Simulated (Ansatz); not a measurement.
# Ni: starts and ends of a spin-polarised SCF, part 2 of 2

Aim: see which self-consistent states Ni reaches from different starts at one fixed geometry, and which of them is lowest. System: Ni, the deposited crystal structure (space group Fm-3m, primitive cell doubled); the cell holds 2 atoms. Source: COD entry 9008476; the sample's temperature and pressure aren't taken into account.

Ansatz 0.2.0; DFT r2SCAN, PAW, plane waves, scalar-relativistic. The steps go on from the part before.

### Step 5. Spin on, no moments given (the program may seed its own), plain SCF

Contents of input.yaml:

```yaml
crystal:
  lattice:
    - [0.0, -1.76194, -1.76194]
    - [-3.52388, -1.76194, -1.76194]
    - [0.0, 1.76194, -1.76194]
  atoms:
    - { symbol: Ni, position: [0.0, 0.0, 0.0] }
    - { symbol: Ni, position: [0.0, 0.5, 0.5] }
hamiltonian:
  xc: r2scan
  pseudopotentials: { kind: paw }
basis:
  ecutwfc: 500
kpoints:
  mp_grid: { grid: [12, 7, 10] }
scf:
  occupations: { method: gaussian, width: 0.1 }
  lower_state_search: "off"
output:
  forces: true
  stress: true
magnetization:
  spin_polarized: true
```

The log of the run, shortened:

```text
[... 1 line as in an earlier run ...]
band count auto-derived: 24 (N_el = 36.0; filled up to band 18; 22 by the electrons, moments and atoms)
[... 21 lines as in an earlier run ...]
[...]
SCF iter   1: F=-11689.988062 eV  HF=-11688.929896 eV  |F-HF|=1.06e0  |Δ(HF+E_count)|=         —  Δρ=1.83e-1 (↑1.83e-1 ↓1.65e-1)  dr2=4.24e-2  dr2_τ=4.29e-2  dr2_m=6.08e0  M=2.461 μB ∫|m|=2.461 μB  ethr=9.46e-4  ⟨swp⟩=1.3  Hψ=33590  notcnv=0
[...]
SCF iter  12: F=-11690.570568 eV  HF=-11690.570568 eV  |F-HF|=1.33e-9  |Δ(HF+E_count)|=   3.81e-8  Δρ=4.61e-6 (↑1.18e-6 ↓4.61e-6)  dr2=1.39e-9  dr2_τ=1.45e-11  dr2_m=9.27e-10  M=1.514 μB ∫|m|=1.865 μB  ethr=2.58e-11  ⟨swp⟩=2.2  Hψ=44729  notcnv=0
[...]
SCF converged after 12 iterations
Magnetization: 1.5144 μB (18.7572 up, 17.2428 down)
Absolute magnetization: 1.8669 μB (∫|ρ↑−ρ↓|, with the PAW one-centre terms)
Spin contamination: 0.0435 ħ² per cell (⟨S²⟩ above its minimum at these occupations)
Per-site moments (μB) at R_I (Å): [(0.8266837720716413, 1.0278507706861562), (0.8266837720716413, 1.0278507706861562)]
Free energy (F): -11690.570568 eV
[...]
E sigma→0 (E₀):  -11690.564605 eV
Entropy (-TS):   -0.011926 eV (-5.963 meV/atom)
Fermi energy:    18.016122 eV
[... 26 lines left out: energy terms, forces, stress ...]
```

It took 28 s on 2 threads of an Arm CPU, shared host; peak memory 0.56 GiB.

The run ends in the same state as step 2 (ferromagnetic); it took 12 iterations.

### Step 6. Parallel moments scaled by 0.03, plain SCF

input.yaml: that of step 5 with these lines changed.

```diff
@@ -6,4 +6,6 @@
   atoms:
-    - { symbol: Ni, position: [0.0, 0.0, 0.0] }
-    - { symbol: Ni, position: [0.0, 0.5, 0.5] }
+    - { symbol: Ni, position: [0.0, 0.0, 0.0], spin: 0.06 }
+    - { symbol: Ni, position: [0.0, 0.5, 0.5], spin: 0.06 }
+magnetization:
+  spin_polarized: true
 hamiltonian:
@@ -21,3 +23 @@
   stress: true
-magnetization:
-  spin_polarized: true
```

The log of the run, shortened:

```text
[... 12 lines as in an earlier run ...]
Bands: 23, of which v1, the nominal top of the filled ones, is band 18 counted from 1 (17 counted from 0)
[... 7 lines as in an earlier run ...]
Starting moments: Σ|m| = 0.12 μB on 2 of 2 sites
[... 3 lines as in an earlier run ...]
SCF iter   1: F=-11690.183993 eV  HF=-11690.147801 eV  |F-HF|=3.62e-2  |Δ(HF+E_count)|=         —  Δρ=4.17e-2 (↑4.17e-2 ↓1.75e-2)  dr2=3.40e-1  dr2_τ=1.36e-2  dr2_m=4.12e-2  M=0.275 μB ∫|m|=0.280 μB  β_m=1.00  ethr=9.46e-4  ⟨swp⟩=1.0  Hψ=64080  notcnv=0
[...]
spin-set hold released at iteration 7 (site moments contracting): the magnetisation degrees of freedom join the quasi-Newton model from the next iteration; the mixer history was flushed
[...]
SCF iter  20: F=-11690.570568 eV  HF=-11690.570567 eV  |F-HF|=7.53e-8  |Δ(HF+E_count)|=   4.64e-7  Δρ=1.22e-5 (↑1.22e-5 ↓1.09e-5)  dr2=1.03e-8  dr2_τ=1.85e-10  dr2_m=1.07e-8  M=1.514 μB ∫|m|=1.865 μB  ethr=7.01e-11  ⟨swp⟩=4.9  Hψ=45883  notcnv=0
[...]
[... 1 line as in an earlier run ...]
SCF converged after 20 iterations
Magnetization: 1.5144 μB (18.7572 up, 17.2428 down)
Absolute magnetization: 1.8670 μB (∫|ρ↑−ρ↓|, with the PAW one-centre terms)
Spin contamination: 0.0436 ħ² per cell (⟨S²⟩ above its minimum at these occupations)
Per-site moments (μB) at R_I (Å): [(0.826690835262335, 1.0278507706861562), (0.826690835262335, 1.0278507706861562)]
Free energy (F): -11690.570568 eV
[...]
E sigma→0 (E₀):  -11690.564606 eV
Entropy (-TS):   -0.011924 eV (-5.962 meV/atom)
Fermi energy:    18.016154 eV
[... 26 lines left out: energy terms, forces, stress ...]
```

It took 42 s on 2 threads of an Arm CPU, shared host; peak memory 0.54 GiB.

Nothing new: the 20 iterations lead to the state found in step 2 (ferromagnetic).

### Step 7. Moments ++ scaled by 0.4, plain SCF

input.yaml: that of step 6 with these lines changed.

```diff
@@ -6,4 +6,4 @@
   atoms:
-    - { symbol: Ni, position: [0.0, 0.0, 0.0], spin: 0.06 }
-    - { symbol: Ni, position: [0.0, 0.5, 0.5], spin: 0.06 }
+    - { symbol: Ni, position: [0.0, 0.0, 0.0], spin: 0.8 }
+    - { symbol: Ni, position: [0.0, 0.5, 0.5], spin: 0.8 }
 magnetization:
```

The log of the run, shortened:

```text
[... 20 lines as in an earlier run ...]
Starting moments: Σ|m| = 1.6 μB on 2 of 2 sites
[... 2 lines as in an earlier run ...]
[...]
SCF iter   1: F=-11690.406592 eV  HF=-11690.267661 eV  |F-HF|=1.39e-1  |Δ(HF+E_count)|=         —  Δρ=3.59e-2 (↑3.59e-2 ↓1.88e-2)  dr2=2.54e-1  dr2_τ=1.35e-2  dr2_m=3.92e-2  M=1.418 μB ∫|m|=1.498 μB  β_m=0.30  ethr=7.07e-4  ⟨swp⟩=1.1  Hψ=64129  notcnv=0
[...]
spin-set hold released at iteration 7 (site moments contracting): the magnetisation degrees of freedom join the quasi-Newton model from the next iteration; the mixer history was flushed
[...]
SCF iter  19: F=-11690.570568 eV  HF=-11690.570568 eV  |F-HF|=6.71e-8  |Δ(HF+E_count)|=   5.02e-7  Δρ=2.69e-6 (↑2.15e-6 ↓2.69e-6)  dr2=3.56e-10  dr2_τ=1.37e-11  dr2_m=5.37e-10  M=1.514 μB ∫|m|=1.865 μB  ethr=1.38e-11  ⟨swp⟩=4.4  Hψ=42676  notcnv=0
[...]
[... 1 line as in an earlier run ...]
SCF converged after 19 iterations
Magnetization: 1.5145 μB (18.7572 up, 17.2428 down)
Absolute magnetization: 1.8671 μB (∫|ρ↑−ρ↓|, with the PAW one-centre terms)
Spin contamination: 0.0436 ħ² per cell (⟨S²⟩ above its minimum at these occupations)
Per-site moments (μB) at R_I (Å): [(0.8267316487775119, 1.0278507706861562), (0.8267316487775119, 1.0278507706861562)]
Free energy (F): -11690.570568 eV
[...]
E sigma→0 (E₀):  -11690.564605 eV
Entropy (-TS):   -0.011925 eV (-5.963 meV/atom)
Fermi energy:    18.016213 eV
[... 26 lines left out: energy terms, forces, stress ...]
```

It took 42 s on 2 threads of an Arm CPU, shared host; peak memory 0.54 GiB.

Nothing new: the 19 iterations lead to the state found in step 2 (ferromagnetic).

### Step 8. A moment on one site alone, plain SCF

input.yaml: that of step 7 with these lines changed.

```diff
@@ -6,4 +6,4 @@
   atoms:
-    - { symbol: Ni, position: [0.0, 0.0, 0.0], spin: 0.8 }
-    - { symbol: Ni, position: [0.0, 0.5, 0.5], spin: 0.8 }
+    - { symbol: Ni, position: [0.0, 0.0, 0.0] }
+    - { symbol: Ni, position: [0.0, 0.5, 0.5], spin: 2.0 }
 magnetization:
```

The log of the run, shortened:

```text
[... 20 lines as in an earlier run ...]
Starting moments: Σ|m| = 2 μB on 1 of 2 sites
[... 2 lines as in an earlier run ...]
SCF iter   1: F=-11686.837448 eV  HF=-11690.138697 eV  |F-HF|=3.30e0  |Δ(HF+E_count)|=         —  Δρ=1.10e-1 (↑1.10e-1 ↓4.27e-2)  dr2=3.96e0  dr2_τ=2.19e-2  dr2_m=3.42e-1  M=1.567 μB ∫|m|=1.718 μB  β_m=0.30  ethr=3.10e-3  ⟨swp⟩=5.5  Hψ=46142  notcnv=0
[...]
spin-set hold released at iteration 5 (the charge has settled, or the pull on large starting moments outlasts its swing): the magnetisation degrees of freedom join the quasi-Newton model from the next iteration; the mixer history was flushed
[...]
SCF iter  19: F=-11690.570567 eV  HF=-11690.570567 eV  |F-HF|=1.29e-7  |Δ(HF+E_count)|=   3.34e-7  Δρ=1.47e-5 (↑8.56e-6 ↓1.47e-5)  dr2=1.72e-8  dr2_τ=2.43e-10  dr2_m=2.08e-9  M=1.514 μB ∫|m|=1.865 μB  ethr=2.78e-10  ⟨swp⟩=3.4  Hψ=53675  notcnv=0
[...]
[... 1 line as in an earlier run ...]
SCF converged after 19 iterations
Magnetization: 1.5144 μB (18.7572 up, 17.2428 down)
Absolute magnetization: 1.8670 μB (∫|ρ↑−ρ↓|, with the PAW one-centre terms)
Spin contamination: 0.0436 ħ² per cell (⟨S²⟩ above its minimum at these occupations)
Per-site moments (μB) at R_I (Å): [(0.8266751982447961, 1.0278507706861562), (0.8267412760751598, 1.0278507706861562)]
Free energy (F): -11690.570567 eV
[...]
E sigma→0 (E₀):  -11690.564605 eV
Entropy (-TS):   -0.011924 eV (-5.962 meV/atom)
Fermi energy:    18.016140 eV
[... 26 lines left out: energy terms, forces, stress ...]
```

Wall time 38 s (2 threads of an Arm CPU, shared host); peak memory 0.55 GiB.

This is the state of step 2 again (ferromagnetic), after 19 iterations.

### Step 9. Parallel moments, spin not held back in the first iterations, no switch to direct minimisation

input.yaml: that of step 8 with these lines changed.

```diff
@@ -6,3 +6,3 @@
   atoms:
-    - { symbol: Ni, position: [0.0, 0.0, 0.0] }
+    - { symbol: Ni, position: [0.0, 0.0, 0.0], spin: 2.0 }
     - { symbol: Ni, position: [0.0, 0.5, 0.5], spin: 2.0 }
@@ -20,2 +20,4 @@
   lower_state_search: "off"
+  algorithm: density_mixing
+  mixing: { spin_hold: "off" }
 output:
```

The log of the run, shortened:

```text
[... 20 lines as in an earlier run ...]
Starting moments: Σ|m| = 4 μB on 2 of 2 sites
[... 2 lines as in an earlier run ...]
[...]
SCF iter   1: F=-11690.360797 eV  HF=-11689.608845 eV  |F-HF|=7.52e-1  |Δ(HF+E_count)|=         —  Δρ=1.09e-1 (↑8.74e-2 ↓1.09e-1)  dr2=6.09e-2  dr2_τ=3.73e-2  dr2_m=1.92e0  M=2.069 μB ∫|m|=2.239 μB  β_m=0.62  ethr=1.70e-4  ⟨swp⟩=1.7  Hψ=66635  notcnv=0
[...]
SCF iter  14: F=-11690.570568 eV  HF=-11690.570568 eV  |F-HF|=4.61e-8  |Δ(HF+E_count)|=   2.13e-7  Δρ=5.45e-6 (↑3.79e-6 ↓5.45e-6)  dr2=4.57e-9  dr2_τ=5.59e-11  dr2_m=2.95e-10  M=1.514 μB ∫|m|=1.865 μB  ethr=4.65e-11  ⟨swp⟩=4.6  Hψ=44754  notcnv=0
[...]
[... 1 line as in an earlier run ...]
SCF converged after 14 iterations
Magnetization: 1.5144 μB (18.7572 up, 17.2428 down)
Absolute magnetization: 1.8669 μB (∫|ρ↑−ρ↓|, with the PAW one-centre terms)
Spin contamination: 0.0435 ħ² per cell (⟨S²⟩ above its minimum at these occupations)
Per-site moments (μB) at R_I (Å): [(0.8266841165697154, 1.0278507706861562), (0.8266841165697154, 1.0278507706861562)]
Free energy (F): -11690.570568 eV
[...]
E sigma→0 (E₀):  -11690.564605 eV
Entropy (-TS):   -0.011926 eV (-5.963 meV/atom)
Fermi energy:    18.016077 eV
[... 26 lines left out: energy terms, forces, stress ...]
```

It took 35 s on 2 threads of an Arm CPU, shared host; peak memory 0.55 GiB.

The run ends in the same state as step 2 (ferromagnetic); it took 14 iterations.

### Step 10. All ends together

| step | iterations | state | moments of Ni1 Ni2 (μB) | total (μB) | gap (eV) | pressure (GPa) | above lowest (meV/atom) |
| --- | --- | --- | --- | --- | --- | --- | --- |
| 2 | 14 | 1 | 0.83 0.83 | 1.51 | none | -7.8 | 0.0 |
| 3 | 28 | 2 | 0.30 -0.30 | 0.00 | none | -9.7 | 116 |
| 4 | 9 | 3 | 0.00 0.00 | 0.00 | none | -10.6 | 128 |
| 5 | 12 | 1 | 0.83 0.83 | 1.51 | none | -7.8 | 0.0 |
| 6 | 20 | 1 | 0.83 0.83 | 1.51 | none | -7.8 | 0.0 |
| 7 | 19 | 1 | 0.83 0.83 | 1.51 | none | -7.8 | 0.0 |
| 8 | 19 | 1 | 0.83 0.83 | 1.51 | none | -7.8 | 0.0 |
| 9 | 14 | 1 | 0.83 0.83 | 1.51 | none | -7.8 | 0.0 |

States are numbered from the lowest. Starts by step: 2 parallel moments, plain SCF; 3 opposed moments +-, plain SCF; 4 no spin polarisation; 5 spin on, no moments given (the program may seed its own), plain SCF; 6 parallel moments scaled by 0.03, plain SCF; 7 moments ++ scaled by 0.4, plain SCF; 8 a moment on one site alone, plain SCF; 9 parallel moments, spin not held back in the first iterations, no switch to direct minimisation.

The 8 runs of this session took 4.4 min in all, from 9.6 s to 42 s each.

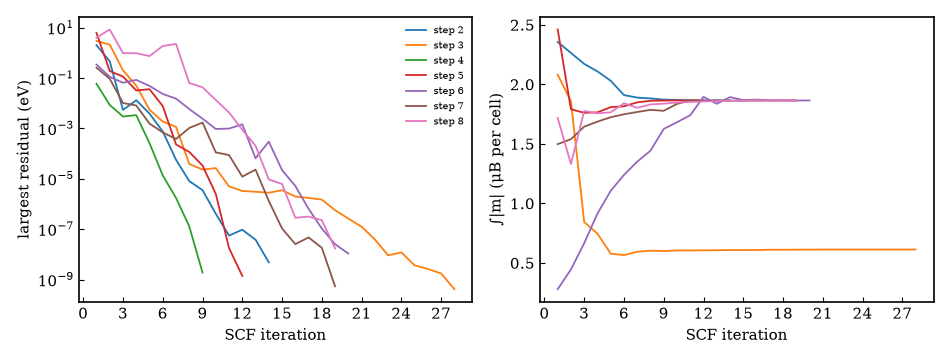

Residual and absolute moment along the iterations (7 of the 8 runs).

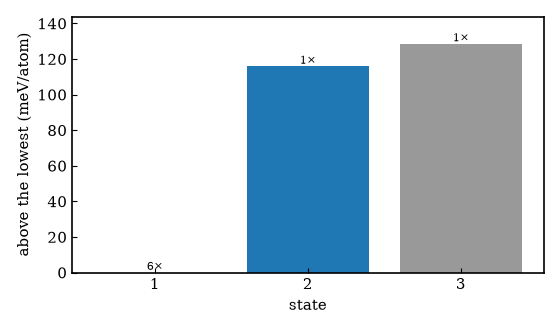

Energy of each distinct state, with the number of starts that reached it (red ferromagnetic, blue opposed moments, grey non-magnetic, green other).

### Step 11. Summary of results

This closing draws on all 2 parts.

| quantity | value |
| --- | --- |
| distinct states | 3 from 8 converged runs |
| lowest state from plain starts | ferromagnetic |
| its moments | Ni1 0.83, Ni2 0.83 μB |
| total moment | 1.51 μB per cell |
| gap on the k-mesh | none |
| pressure | -7.8 GPa |
| largest force | 0.000 eV/Å |
| next state | antiferromagnetic, 116 meV/atom higher |
| highest state | non-magnetic (no spin polarisation), 128 meV/atom higher |

The 8 converged runs end in 3 distinct states. Switching spin polarisation off costs 128 meV/atom in free energy, smearing entropy included. The best antiferromagnetic state lies 116 meV/atom above the best ferromagnetic one. The search isn't exhaustive: larger magnetic cells and non-collinear orders weren't tried. The mesh has less symmetry than the lattice, which lowers the symmetry of the run.
